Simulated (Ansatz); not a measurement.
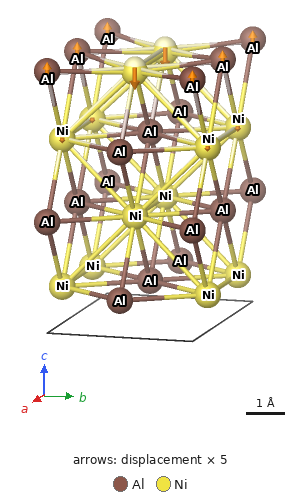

This is a constrained relaxation of a slab of composition AlNi (cut from the Pm-3m phase). The starting structure is drawn faded, the final one solid; orange arrows show the displacements, magnified 5 times.

Style: ball-and-stick. Shown: the 2 × 1 repeat of the cell, outlined in the plane, without the vacuum, slightly off an axis.

Case: clean slab, lower half held. The slab is the (1 1 0) face of AlNi. 4 atoms are held fixed.

Computed with DFT PBEsol, scalar-relativistic, plane waves, PAW in Ansatz 0.2.0.

Input file:
```yaml
crystal:
  lattice:
    - [2.862165552, 0.0, 0.0]
    - [0.0, 4.0477133414, 0.0]
    - [0.0, 0.0, 23.0715700121]
  atoms:
    - { symbol: Al, position: [0.0, 0.5, 0.368418794] }
    - { symbol: Ni, position: [0.5, 0.0, 0.368418794] }
    - { symbol: Al, position: [0.0, 0.0, 0.456139598] }
    - { symbol: Ni, position: [0.5, 0.5, 0.456139598] }
    - { symbol: Al, position: [0.0, 0.5, 0.543860402] }
    - { symbol: Ni, position: [0.5, 0.0, 0.543860402] }
    - { symbol: Al, position: [0.0, 0.0, 0.631581206] }
    - { symbol: Ni, position: [0.5, 0.5, 0.631581206] }
basis:
  ecutwfc: 420
kpoints:
  mp_grid: { grid: [10, 7, 1] }
hamiltonian:
  xc: pbesol
scf:
  occupations: { method: gaussian, width: 0.1 }
output:
  forces: true
  eigenvalues: true
  write_density: true
  write_potential: true
  elf: true
  volumetric_format: npy
relax:
  adjacent_minimum: "off"
  f_tol: 0.03
  max_steps: 70
  constraints: [{ sites: [0, 1, 2, 3] }]
efield:
  axis: 3
  dipole_correction: true
  ramp_width: 0.04
```

Command:
```bash
ansatz run input.yaml --threads 2 --pin off --max-ram 5120MiB --backend cpu --events-out ev --progress --plain --runs-dir out
```

Question: Describe the change and its energy.

Answer: The atom that moves furthest is Ni8 (0.12 Å along the normal (−c)). Largest moves by element: Ni 0.12 Å, Al 0.06 Å. The lattice vectors keep their values. Near-neighbour distances that change, for instance: Al5–Ni8 2.479 → 2.382 Å, Ni6–Al7 2.479 → 2.557 Å, Ni6–Ni8 2.862 → 2.798 Å, Al3–Ni6 2.479 → 2.454 Å. Among the angles between lasting bonds that change: Ni8–Al7–Ni8 180.0° → 171.3°, Ni6–Al7–Ni8 109.5° → 105.0°, Ni6–Al7–Ni8 70.5° → 67.4°. Over 4 geometry steps the energy falls by 68.1 meV per cell of the calculation. The largest force component goes from 0.72 to 0.0038 eV/Å.
